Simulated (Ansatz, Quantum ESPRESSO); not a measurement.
# 2H-WS2, 2 layers, AA' stacking: the dipole at a withheld member of a series

**Set-up.** Quantum ESPRESSO 7.5, PBE, GBRV ultrasoft. Cell and atoms are relaxed without a field with a D3(BJ) correction and then held. Sawtooth field with dipole correction, 17 Å of vacuum in the starting cell, Fermi-Dirac smearing of 0.002 Ry; bands along a path at each field. The series steps the field along the normal.

```tsv
field along the normal	dipole (e Å)
0 V/Å	0.0000
0.05 V/Å	0.0246
0.1 V/Å	0.0492
0.3 V/Å	0.1473
0.4 V/Å	0.1965
```

To predict: What is the dipole at 0.2 V/Å?

**Fit.** The rows at 0.1 V/Å and 0.3 V/Å give a slope of (0.1473 − (0.0492))/(0.3 − (0.1)) = 0.4905, so a straight line gives 0.0983 e Å. A parabola through these and the row at 0.05 V/Å gives 0.0983 e Å.

**The withheld run.** 0.0983 e Å. The line misses by 0.0000 and the parabola by 0.0000 e Å. Both misses are under 5 % of the step from the nearer row.

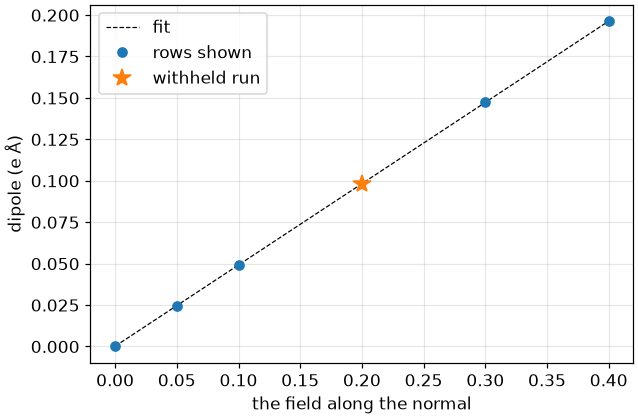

The rows shown, the fit and the withheld run.

**Limits.** Ions are held; semilocal gaps are too small; in strong fields empty levels can belong to the vacuum; one stacking. Members without a usable value, or on the other side of zero field or charge, are not listed.

[Logs are printed without paths, hosts, clocks, repeated set-up lines and the standing remarks that a program may print on its own settings, such as how far it seeks lower states.]
